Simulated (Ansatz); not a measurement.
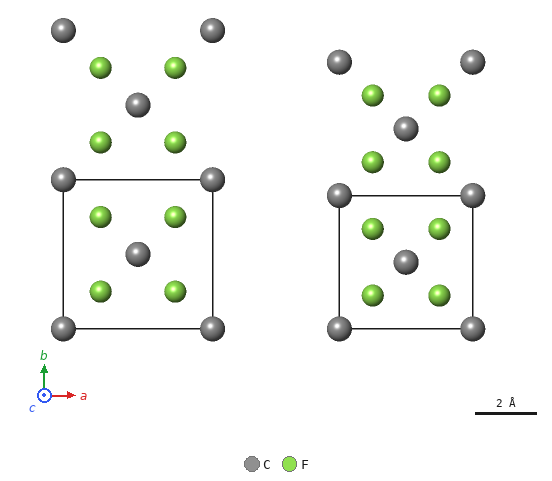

Two geometries of crystalline CF4 (built on the CrGa4-229 type type), drawn at one scale. One is the start of a relaxation, the other its converged end. A ball-and-stick model of the conventional cell (2 times the calculation's cell), repeated 1 × 2 × 1 with one cell outlined, seen along the c axis. Lengths and directions refer to the drawn axes.

The calculation used DFT, PBEsol, plane waves, PAW (Ansatz). (plane-wave cutoff 420 eV; k-point mesh 6 × 6 × 6; occupations fermi dirac; smearing width 0.03 eV; no spin polarisation; cell and atoms relaxed; force threshold 0.01 eV/Å; at most 120 steps)

> Which geometry has the lower energy?

The right one is the relaxed one. The energy falls by 1.113 eV per cell of the calculation in 7 accepted moves (10 points after the start). All forces vanish by symmetry, so only the cell relaxes. Pressure: −14.33 GPa at the start and −0.01 GPa at the end. At 3 points the geometry stayed and the basis and grid were re-selected for the new cell (energy shift of 23.8 meV per cell of the calculation at most each time). No atom moves by more than 0.005 Å relative to the cell. Cell: a = b = c 4.971 → 4.444 Å (−10.6 %). Volume −28.6 %. The space group stays Im-3m (No. 229).
